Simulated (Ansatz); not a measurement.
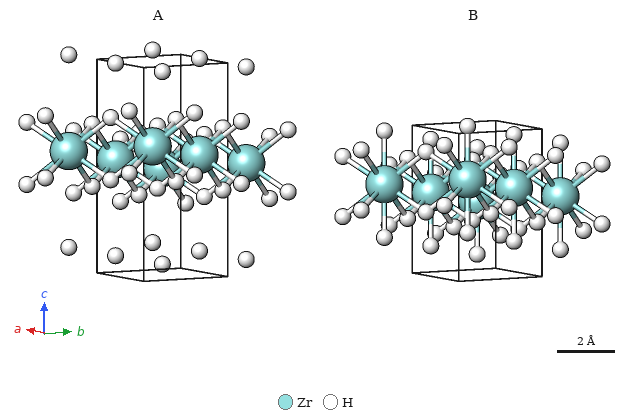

Two geometries of a crystal of ZrH6 (a generated structure, set up in P4/mmm) (coarse preliminary run), drawn at one scale. One is the start of a relaxation, the other its converged end. Style: ball-and-stick. Shown: the cell of the calculation, repeated 3 × 2 × 1 with one cell outlined, from a free direction.

Level of theory: DFT PBE, scalar-relativistic, plane waves, PAW (Ansatz). Settings: plane-wave cutoff 420 eV; k-point mesh 6 × 6 × 4; occupations gaussian; smearing width 0.1 eV; no spin polarisation; cell and atoms relaxed; force threshold 0.04 eV/Å; at most 70 steps.

**Which geometry has the lower energy?**

Structure A is the relaxed one. The largest moves relative to the cell, 0.68 Å, are those of H atoms. Zr stays in place. The drawn cell changes as follows: a = b 3.361 → 3.390 Å (+0.9 %), c 5.241 → 7.580 Å (+44.6 %); the volume changes by +47.1 %. Some distances before and after: H–Zr 1.890 → 3.415 Å, H–H 1.461 → 0.750 Å, H–Zr 1.991 → 2.022 Å, Zr–Zr 3.361 → 3.390 Å. New bonds form: H–H (1.46 → 0.75 Å). Bonds break: H–Zr (1.89 → 3.41 Å). The space group stays P4/mmm (No. 123). After 15 accepted moves (18 points after the start) the energy has fallen by 1.710 eV per cell of the calculation. Largest force component: 1.5 eV/Å at the start, 0.025 eV/Å at the end. The pressure goes from 5.09 to 0.03 GPa. The line search rejected the trial step at point 5 of the run. At 2 points the geometry stayed and the basis and grid were re-selected for the new cell (energy shift of 62.0 meV per cell of the calculation at most each time). Cost: 28 s on 1 thread of Intel(R) Xeon(R) 6975P-C (Granite Rapids), with other jobs on the host, peak memory 0.39 GiB.
